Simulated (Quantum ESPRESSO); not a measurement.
**Band-structure run of Rh (part 2 of 3)**

Rh (Fm-3m, 1 atom in the cell); Kohn-Sham DFT of a periodic cell, PBEsol, spin-orbit coupling, PseudoDojo 0.4 FR PBEsol standard, no spin polarisation (Quantum ESPRESSO 7.5); cutoff 1197.3 eV, 12×12×12 k-mesh, fermi-dirac of 0.05 eV. The structure derives from an entry of the Crystallography Open Database.

Geometry of the input (Å; fractional positions):
```
0.0000  1.8979  1.8979
1.8979  0.0000  1.8979
1.8979  1.8979  0.0000
Rh 0.0000  0.0000  0.0000
```

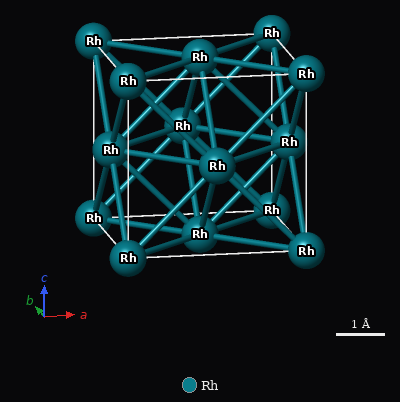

Fig. 1: The input geometry (ball-and-stick view of the cell 4 times as large as that of the calculation, set on its symmetry axes, seen slightly off an axis). An atom can appear more than once, as a periodic image.

**The program's output, continued**
```
     total energy              =    -234.41751691 Ry
     estimated scf accuracy    <          8.8E-09 Ry

     iteration #  8     ecut=    88.00 Ry     beta= 0.50
     Davidson diagonalization with overlap
     ethr =  5.20E-11,  avg # of iterations =  2.0

     total energy              =    -234.41751691 Ry
     estimated scf accuracy    <          4.2E-10 Ry

     iteration #  9     ecut=    88.00 Ry     beta= 0.50
     Davidson diagonalization with overlap
     ethr =  2.45E-12,  avg # of iterations =  1.5

     End of self-consistent calculation

          k = 0.0000 0.0000 0.0000 (  1243 PWs)   bands (ev):

   -56.1299 -56.1299 -26.3750 -26.3750 -22.3714 -22.3714 -22.3714 -22.3714
    14.5980  14.5980  19.4607  19.4607  19.4607  19.4607  19.7150  19.7150
    21.7124  21.7124  21.7124  21.7124  38.7833  38.7833  44.0954  44.0954
    44.2747  44.2747  44.2747  44.2747  49.8427  49.8427

          k = 0.0589 0.0589-0.0589 (  1279 PWs)   bands (ev):

   -56.1221 -56.1221 -26.3936 -26.3936 -22.4117 -22.4117 -22.3790 -22.3790
    14.8758  14.8758  19.3903  19.3903  19.5546  19.5546  19.7849  19.7849
    21.6399  21.6399  21.6703  21.6703  39.1755  39.1755  42.8097  42.8097
    44.5610  44.5610  44.6709  44.6709  51.1195  51.1195

          k = 0.1179 0.1179-0.1179 (  1291 PWs)   bands (ev):

   -56.1009 -56.1009 -26.4449 -26.4449 -22.5197 -22.5197 -22.3997 -22.3997
    15.6151  15.6151  19.1999  19.1999  19.7345  19.7345  20.0179  20.0179
    21.5446  21.5446  21.6643  21.6643  39.9589  39.9589  40.4674  40.4674
    45.6662  45.6662  45.7646  45.7646  49.8106  49.8106

          k = 0.1768 0.1768-0.1768 (  1293 PWs)   bands (ev):

   -56.0718 -56.0718 -26.5168 -26.5168 -22.6625 -22.6625 -22.4279 -22.4279
    16.3991  16.3991  19.4007  19.4007  19.7565  19.7565  20.0869  20.0869
    21.7757  21.7757  21.9616  21.9616  37.8080  37.8080  40.3337  40.3337
    47.0128  47.0128  47.1641  47.1641  48.8029  48.8029

          k = 0.2357 0.2357-0.2357 (  1284 PWs)   bands (ev):

   -56.0426 -56.0426 -26.5908 -26.5908 -22.8000 -22.8000 -22.4558 -22.4558
    16.6256  16.6256  19.5881  19.5881  19.8990  19.8990  20.6128  20.6128
    22.3776  22.3776  22.5564  22.5564  35.1192  35.1192  39.4632  39.4632
    46.0760  46.0760  46.4555  46.4555  49.5076  49.5076

          k = 0.2946 0.2946-0.2946 (  1287 PWs)   bands (ev):

   -56.0211 -56.0211 -26.6464 -26.6464 -22.8974 -22.8974 -22.4762 -22.4762
    16.5267  16.5267  19.4099  19.4099  19.7001  19.7001  22.3512  22.3512
    22.9652  22.9652  23.1283  23.1283  32.5725  32.5725  38.5824  38.5824
    44.4521  44.4521  44.8419  44.8419  50.7586  50.7599

          k =-0.3536-0.3536 0.3536 (  1260 PWs)   bands (ev):

   -56.0132 -56.0132 -26.6670 -26.6670 -22.9323 -22.9323 -22.4836 -22.4836
    16.4639  16.4639  19.3392  19.3392  19.6225  19.6225  23.1916  23.1916
    23.3206  23.3206  23.3637  23.3637  31.3430  31.3430  38.2626  38.2626
    43.8394  43.8394  44.2316  44.2316  51.2645  51.2646

          k = 0.1179 0.0000-0.0000 (  1287 PWs)   bands (ev):

   -56.1196 -56.1196 -26.3996 -26.3996 -22.4150 -22.4150 -22.3918 -22.3918
    14.9688  14.9688  19.2753  19.2753  19.6471  19.6471  19.8509  19.8509
    21.4555  21.4555  21.8051  21.8051  39.3219  39.3219  43.1788  43.1788
    44.1546  44.1546  44.3148  44.3148  52.0301  52.0302

          k = 0.1768 0.0589-0.0589 (  1297 PWs)   bands (ev):

   -56.1028 -56.1028 -26.4397 -26.4397 -22.4971 -22.4971 -22.4114 -22.4114
    15.5635  15.5635  19.0246  19.0246  19.8516  19.8516  20.0941  20.0941
    21.2457  21.2457  21.8889  21.8889  40.0719  40.0719  41.3520  41.3520
    44.4578  44.4578  45.1025  45.1025  50.7005  50.7005

          k = 0.2357 0.1179-0.1179 (  1303 PWs)   bands (ev):

   -56.0764 -56.0764 -26.5043 -26.5043 -22.6267 -22.6267 -22.4387 -22.4387
    16.3980  16.3980  18.9271  18.9271  19.8819  19.8819  20.2272  20.2272
    21.4715  21.4715  22.1383  22.1383  38.8474  38.8474  40.6995  40.6995
    44.8623  44.8623  46.1083  46.1083  49.3051  49.3051

          k = 0.2946 0.1768-0.1768 (  1294 PWs)   bands (ev):

   -56.0472 -56.0472 -26.5770 -26.5770 -22.7639 -22.7639 -22.4690 -22.4690
    16.8206  16.8206  19.5594  19.5594  19.6632  19.6632  20.0864  20.0864
    22.3490  22.3490  22.6672  22.6672  36.1604  36.1604  40.0710  40.0710
    44.5555  44.5555  46.2064  46.2064  49.7087  49.7095

          k = 0.3536 0.2357-0.2357 (  1290 PWs)   bands (ev):

   -56.0231 -56.0231 -26.6381 -26.6381 -22.8728 -22.8728 -22.4941 -22.4941
    16.7617  16.7617  19.3744  19.3744  19.8627  19.8627  20.8302  20.8302
    23.1211  23.1211  23.6903  23.6903  33.3930  33.3930  39.1205  39.1205
    43.7268  43.7268  44.7998  44.7998  50.4756  50.4758

          k =-0.2946-0.4125 0.4125 (  1279 PWs)   bands (ev):

   -56.0106 -56.0106 -26.6701 -26.6701 -22.9276 -22.9276 -22.5070 -22.5070
    16.6708  16.6708  19.2519  19.2519  19.7234  19.7234  21.6903  21.6903
    23.2922  23.2922  24.8914  24.8914  31.4470  31.4470  38.6219  38.6219
    43.2824  43.2824  43.6947  43.6947  51.2306  51.2312

          k =-0.2357-0.3536 0.3536 (  1286 PWs)   bands (ev):

   -56.0133 -56.0133 -26.6633 -26.6633 -22.9162 -22.9162 -22.5042 -22.5042
    16.7011  16.7011  19.2986  19.2986  19.7278  19.7278  21.6197  21.6197
    22.9743  22.9743  24.7347  24.7347  31.9278  31.9278  38.7075  38.7075
    42.9768  42.9768  44.4587  44.4587  50.7789  50.7789

          k =-0.1768-0.2946 0.2946 (  1290 PWs)   bands (ev):

   -56.0302 -56.0302 -26.6199 -26.6199 -22.8414 -22.8414 -22.4862 -22.4862
    16.8252  16.8252  19.4797  19.4797  19.8854  19.8854  20.5769  20.5769
    22.3036  22.3036  23.7203  23.7203  34.3170  34.3170  39.3467  39.3467
    43.5627  43.5627  46.3691  46.3691  48.8937  48.8937

          k =-0.1179-0.2357 0.2357 (  1295 PWs)   bands (ev):

   -56.0569 -56.0569 -26.5527 -26.5527 -22.7203 -22.7203 -22.4575 -22.4575
    16.7835  16.7835  19.3061  19.3061  19.7883  19.7883  20.1267  20.1267
    21.5769  21.5769  22.7849  22.7849  37.0871  37.0871  40.2592  40.2592
    44.7108  44.7108  46.8718  46.8718  48.6168  48.6168

          k =-0.0589-0.1768 0.1768 (  1300 PWs)   bands (ev):

   -56.0861 -56.0861 -26.4807 -26.4807 -22.5833 -22.5833 -22.4251 -22.4251
    16.1342  16.1342  18.9775  18.9775  19.8722  19.8722  20.1886  20.1886
    21.2217  21.2217  22.1051  22.1051  39.5843  39.5843  40.5028  40.5028
    44.5919  44.5919  47.2894  47.2894  47.6026  47.6026

          k =-0.0000-0.1179 0.1179 (  1287 PWs)   bands (ev):

   -56.1099 -56.1099 -26.4229 -26.4229 -22.4692 -22.4692 -22.3964 -22.3964
    15.3153  15.3153  19.1944  19.1944  19.7157  19.7157  19.9606  19.9606
    21.3953  21.3953  21.7953  21.7953  39.7432  39.7432  41.6720  41.6720
    44.2221  44.2221  45.6905  45.6905  50.3272  50.3273

          k = 0.2357 0.0000-0.0000 (  1303 PWs)   bands (ev):

   -56.0913 -56.0913 -26.4667 -26.4667 -22.5314 -22.5314 -22.4470 -22.4470
    15.9582  15.9582  18.6731  18.6731  20.1675  20.1675  20.4029  20.4029
    20.9053  20.9053  22.0677  22.0677  40.7503  40.7503  41.9387  41.9387
    43.4757  43.4757  43.7950  43.7950  51.2902  51.2902

          k = 0.2946 0.0589-0.0589 (  1298 PWs)   bands (ev):

   -56.0693 -56.0693 -26.5192 -26.5192 -22.6291 -22.6291 -22.4794 -22.4794
    16.6503  16.6503  18.3632  18.3632  20.1244  20.1244  20.6553  20.6553
    21.2780  21.2780  22.3067  22.3067  40.1599  40.1599  41.4717  41.4717
    42.9984  42.9984  43.8503  43.8503  50.3293  50.3293

          k = 0.3536 0.1179-0.1179 (  1296 PWs)   bands (ev):

   -56.0428 -56.0428 -26.5836 -26.5836 -22.7486 -22.7486 -22.5138 -22.5138
    17.1770  17.1770  18.4635  18.4635  19.7136  19.7136  20.6567  20.6567
    22.4998  22.4998  22.7989  22.7989  37.4506  37.4506  40.9017  40.9017
    42.4205  42.4205  44.3083  44.3083  50.5247  50.5247

          k = 0.4125 0.1768-0.1768 (  1280 PWs)   bands (ev):

   -56.0187 -56.0187 -26.6427 -26.6427 -22.8529 -22.8529 -22.5458 -22.5458
    17.1842  17.1842  18.9208  18.9208  19.6735  19.6735  20.4772  20.4772
    23.2135  23.2135  24.3069  24.3069  34.4393  34.4393  39.8500  39.8500
    41.9675  41.9675  43.7823  43.7823  51.0445  51.0446

          k =-0.2357-0.4714 0.4714 (  1286 PWs)   bands (ev):

   -56.0037 -56.0037 -26.6799 -26.6799 -22.9164 -22.9164 -22.5666 -22.5666
    17.1367  17.1367  18.8600  18.8600  20.1885  20.1885  20.4100  20.4100
    23.3348  23.3348  26.2203  26.2203  31.8446  31.8446  39.1035  39.1035
    42.0918  42.0918  42.5822  42.5822  51.3535  51.3536

          k =-0.1768-0.4125 0.4125 (  1279 PWs)   bands (ev):

   -56.0017 -56.0017 -26.6847 -26.6847 -22.9250 -22.9250 -22.5692 -22.5692
    17.2039  17.2039  18.8726  18.8726  20.1590  20.1590  20.5912  20.5912
    22.9612  22.9612  26.7948  26.7948  31.4350  31.4350  38.7607  38.7607
    41.6198  41.6198  43.2909  43.2909  50.9643  50.9643

          k =-0.1179-0.3536 0.3536 (  1287 PWs)   bands (ev):

   -56.0134 -56.0134 -26.6560 -26.6560 -22.8780 -22.8780 -22.5514 -22.5514
    17.3815  17.3815  19.0682  19.0682  20.0244  20.0244  20.2526  20.2526
    22.2260  22.2260  25.5394  25.5394  33.7192  33.7192  38.8274  38.8274
    41.6495  41.6495  45.2750  45.2750  48.7136  48.7136

          k =-0.0589-0.2946 0.2946 (  1291 PWs)   bands (ev):

   -56.0356 -56.0356 -26.6022 -26.6022 -22.7880 -22.7880 -22.5159 -22.5159
    17.5155  17.5155  18.9413  18.9413  19.5416  19.5416  20.4456  20.4456
    21.3862  21.3862  24.1690  24.1690  36.5535  36.5535  39.2856  39.2856
    42.6773  42.6773  46.2419  46.2419  47.6103  47.6103

          k = 0.0000-0.2357 0.2357 (  1293 PWs)   bands (ev):

   -56.0621 -56.0621 -26.5380 -26.5380 -22.6798 -22.6798 -22.4700 -22.4700
    16.9868  16.9868  18.6809  18.6809  19.8245  19.8245  20.5709  20.5709
    20.8708  20.8708  22.9762  22.9762  38.6748  38.6748  40.1551  40.1551
    44.4019  44.4019  44.7615  44.7615  48.4947  48.4947

          k = 0.3536 0.0000 0.0000 (  1299 PWs)   bands (ev):

   -56.0526 -56.0526 -26.5579 -26.5579 -22.6849 -22.6849 -22.5220 -22.5220
    16.9442  16.9442  17.9230  17.9230  20.6368  20.6368  21.1906  21.1906
    21.2859  21.2859  22.4481  22.4481  41.0516  41.0516  41.3637  41.3637
    41.7620  41.7620  42.6121  42.6121  48.4247  48.4247

          k = 0.4125 0.0589-0.0589 (  1290 PWs)   bands (ev):

   -56.0306 -56.0306 -26.6100 -26.6100 -22.7729 -22.7729 -22.5609 -22.5609
    17.1782  17.1782  17.6745  17.6745  20.5336  20.5336  21.4849  21.4849
    22.4861  22.4861  22.8377  22.8377  38.7447  38.7447  40.4005  40.4005
    40.8011  40.8011  43.7661  43.7661  47.7391  47.7391

          k = 0.4714 0.1179-0.1179 (  1284 PWs)   bands (ev):

   -56.0092 -56.0092 -26.6609 -26.6609 -22.8559 -22.8559 -22.6006 -22.6006
    17.2051  17.2051  17.8563  17.8563  20.2537  20.2537  21.3711  21.3711
    23.2689  23.2689  24.5731  24.5731  35.6643  35.6643  39.4015  39.4015
    39.9630  39.9630  43.8835  43.8835  49.4739  49.4739

          k =-0.1768-0.5303 0.5303 (  1281 PWs)   bands (ev):

   -55.9941 -55.9941 -26.6963 -26.6963 -22.9105 -22.9105 -22.6328 -22.6328
    17.2542  17.2542  18.2097  18.2097  20.0655  20.0655  21.1486  21.1486
    23.3984  23.3984  26.9955  26.9955  32.7025  32.7025  38.1955  38.1955
    40.1934  40.1934  43.1393  43.1393  52.0103  52.0103

          k =-0.1179-0.4714 0.4714 (  1276 PWs)   bands (ev):

   -55.9895 -55.9895 -26.7070 -26.7070 -22.9265 -22.9265 -22.6446 -22.6446
    17.4891  17.4891  18.4843  18.4843  19.8983  19.8983  20.9563  20.9563
    23.0193  23.0193  28.7891  28.7891  31.1243  31.1243  37.1304  37.1304
    41.4033  41.4033  42.3767  42.3767  51.7892  51.7892

          k =-0.0589-0.4125 0.4125 (  1287 PWs)   bands (ev):

   -55.9966 -55.9966 -26.6907 -26.6907 -22.9046 -22.9046 -22.6269 -22.6269
    17.8813  17.8813  18.7179  18.7179  19.4748  19.4748  20.8450  20.8450
    22.3023  22.3023  27.4384  27.4384  33.4150  33.4150  36.4561  36.4561
    41.9854  41.9854  43.4053  43.4053  49.5672  49.5672

          k = 0.0000-0.3536 0.3536 (  1304 PWs)   bands (ev):

   -56.0135 -56.0135 -26.6524 -26.6524 -22.8539 -22.8539 -22.5799 -22.5799
    18.1922  18.1922  18.7141  18.7141  19.1584  19.1584  20.7672  20.7672
    21.5928  21.5928  25.7608  25.7608  36.0124  36.0124  36.7896  36.7896
    42.0641  42.0641  45.7104  45.7104  47.3605  47.3605

          k = 0.4714 0.0000-0.0000 (  1283 PWs)   bands (ev):

   -56.0138 -56.0138 -26.6488 -26.6488 -22.8323 -22.8323 -22.5964 -22.5964
    16.9191  16.9191  17.2520  17.2520  22.0225  22.0225  22.3431  22.3431
    22.3591  22.3591  22.8692  22.8692  38.6072  38.6072  39.1484  39.1484
    39.5332  39.5332  44.3541  44.3541  45.8145  45.8145

          k = 0.5303 0.0589-0.0589 (  1283 PWs)   bands (ev):

   -55.9970 -55.9970 -26.6880 -26.6880 -22.8923 -22.8923 -22.6320 -22.6320
    16.8134  16.8134  17.1169  17.1169  21.7763  21.7763  22.3877  22.3877
    23.2715  23.2715  24.4734  24.4734  36.6954  36.6954  37.9559  37.9559
    38.2367  38.2367  44.8680  44.8680  46.5914  46.5914

          k =-0.1179-0.5893 0.5893 (  1278 PWs)   bands (ev):

   -55.9845 -55.9845 -26.7161 -26.7161 -22.9277 -22.9277 -22.6694 -22.6694
    16.8696  16.8696  17.3575  17.3575  21.2045  21.2045  22.1543  22.1543
    23.4776  23.4776  27.0534  27.0534  33.9676  33.9676  36.6713  36.6713
    38.1852  38.1852  44.4950  44.4950  49.1543  49.1543

          k =-0.0589-0.5303 0.5303 (  1282 PWs)   bands (ev):

   -55.9799 -55.9799 -26.7258 -26.7258 -22.9340 -22.9340 -22.6933 -22.6933
    17.1187  17.1187  17.8766  17.8766  20.4953  20.4953  21.8484  21.8484
    23.1675  23.1675  29.8169  29.8169  31.5188  31.5188  35.4160  35.4160
    39.3154  39.3154  43.7448  43.7448  52.1344  52.1344

          k =-0.0000-0.4714 0.4714 (  1292 PWs)   bands (ev):

   -55.9844 -55.9844 -26.7161 -26.7161 -22.9226 -22.9226 -22.6814 -22.6814
    17.5495  17.5495  18.4866  18.4866  19.7026  19.7026  21.4375  21.4375
    22.6388  22.6388  29.3217  29.3217  32.5924  32.5924  34.7314  34.7314
    41.2181  41.2181  42.8680  42.8680  51.4662  51.9159

          k = 0.5893 0.0000-0.0000 (  1278 PWs)   bands (ev):

   -55.9854 -55.9854 -26.7150 -26.7150 -22.9367 -22.9367 -22.6505 -22.6505
    16.4725  16.4725  16.8013  16.8013  23.0701  23.0701  23.1468  23.1468
    23.4391  23.4391  24.5456  24.5456  36.3930  36.3930  36.7902  36.7902
    37.0625  37.0625  45.5014  45.5014  45.5380  45.5380

          k =-0.0589-0.6482 0.6482 (  1286 PWs)   bands (ev):

   -55.9775 -55.9775 -26.7327 -26.7327 -22.9593 -22.9593 -22.6731 -22.6731
    16.4515  16.4515  16.8123  16.8123  22.7029  22.7029  22.9970  22.9970
    23.6019  23.6019  26.4683  26.4683  35.0726  35.0726  35.6848  35.6848
    36.6564  36.6564  45.5075  45.5075  46.7316  46.7316

          k = 0.0000-0.5893 0.5893 (  1276 PWs)   bands (ev):
```
